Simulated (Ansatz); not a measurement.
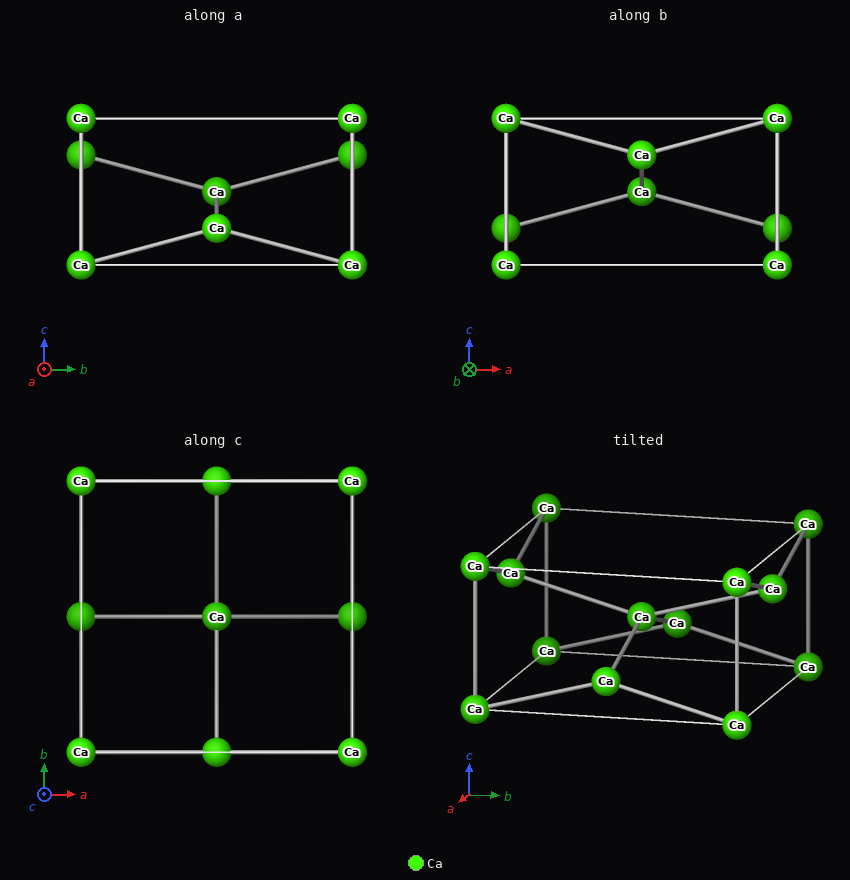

Ball-and-stick model, viewed along the a axis, along the b axis, along the c axis and slightly off an axis. The conventional unit cell is drawn as a box.

Lattice parameters: a = 6.966 Å, b = 6.966 Å, c = 3.764 Å, α = 90.00°, β = 90.00°, γ = 90.00°. Put a along x and b in the xy plane.

Q: Express the structure as a POSCAR file.

A:
```
Ca
1.0
     6.966    0.000    0.000
     0.000    6.966    0.000
     0.000    0.000    3.764
Ca
4
Direct
  0.0000 0.0000 0.0000
  0.0000 0.5000 0.2500
  0.5000 0.5000 0.5000
  0.5000 0.0000 0.7500
```

The cell started as a structure type filled with this element by a generator (whether the element takes this form wasn't checked). Earlier steps of the study may have refined or changed the cell and positions. An electronic-structure calculation with Ansatz was run on it.
